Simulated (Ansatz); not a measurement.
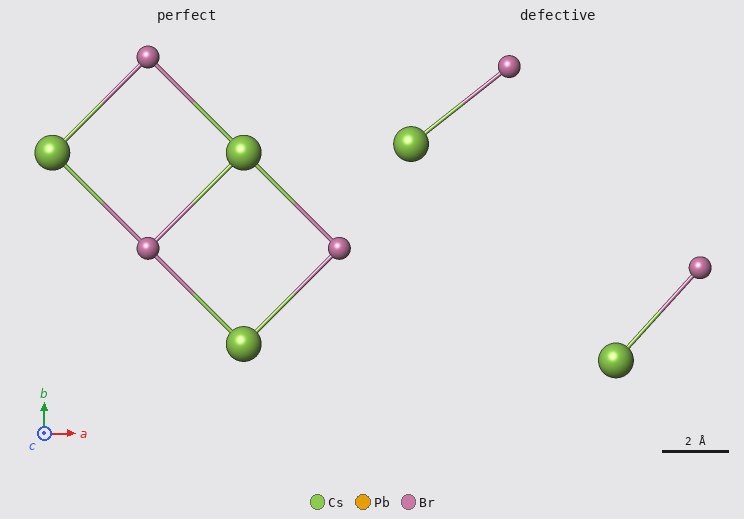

Left: perfect CsPbBr3. Right: the same region with a pair of point defects, after relaxing the atoms in a supercell of 40 sites. A ball-and-stick model of the atoms within 6.0 Å of one point, in a slice 4.2 Å thick across the line of sight, seen along the c axis.

Computed with DFT, PBEsol, PAW, plane waves (Ansatz). Settings: plane-wave cutoff 420 eV; k-point mesh 1 × 1 × 1; mesh shifted by (0.25, 0.25, 0.25); no spin polarisation. Fermi-Dirac smearing of 0.01 eV. The axes drawn are those of the host's conventional cell.

**What kind of defect was made?**

A caesium atom is taken out (a vacancy) and a bromine atom is taken out (a vacancy), the two sites 4.2 Å apart.

The charge state of the cell is 0.

**What does the relaxation do around it?**

Around the empty Cs site the host had ; after relaxation the nearest atoms are . Around the empty Br site the host had 2 Pb at 2.94 Å; after relaxation the nearest atoms are 2 Pb at 3.20 to 3.21 Å, 4 Br at 3.68 to 3.71 Å. Of the host's atoms, a bromine atom moves furthest from its site, by 0.97 Å.
